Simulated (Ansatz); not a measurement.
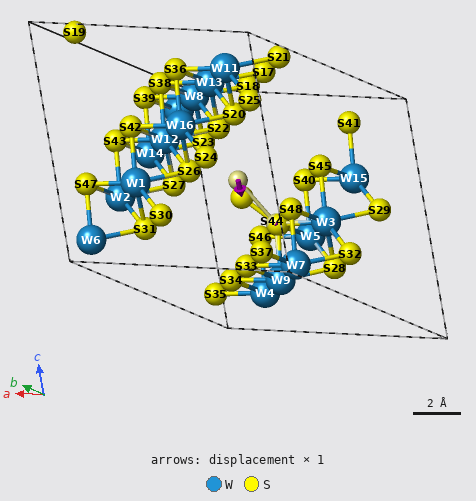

A relaxation of a defect cell of composition W16S33. The starting structure is drawn faded, the final one solid; purple arrows show the displacements, at their true length.

The picture is a ball-and-stick view of the cell of the calculation (origin shifted), seen from a free direction.

Case: S interstitial, charge +0, atoms relaxed at the host's cell.

The calculation used DFT PBE, scalar-relativistic, plane waves, PAW (Ansatz). (plane-wave cutoff 420 eV; k-point mesh 2 × 2 × 2; occupations gaussian; smearing width 0.01 eV; mesh shifted by (0.5, 0.5, 0.5); no spin polarisation; atoms relaxed in a fixed cell; force threshold 0.025 eV/Å; at most 45 steps)

What did the optimiser do to the structure, and how much energy did it gain?

Answer. Over 6 geometry steps the energy falls by 1.588 eV per cell of the calculation. The largest force component goes from 2.8 to 0.01 eV/Å. The atom that moves furthest is an S atom (0.89 Å along [1 −2 −2]). By element the largest moves are S 0.89 Å, W 0.07 Å. The lattice vectors keep their values. Among the contacts that change: S–S 2.504 → 3.154 Å, S–S 2.512 → 1.940 Å, W–W 3.188 → 3.258 Å, W–W 3.188 → 3.154 Å. Bond angles that change, for instance: W–S–S 114.5° → 128.1°, W–S–S 136.8° → 128.4°, S–W–S 81.0° → 77.6°.
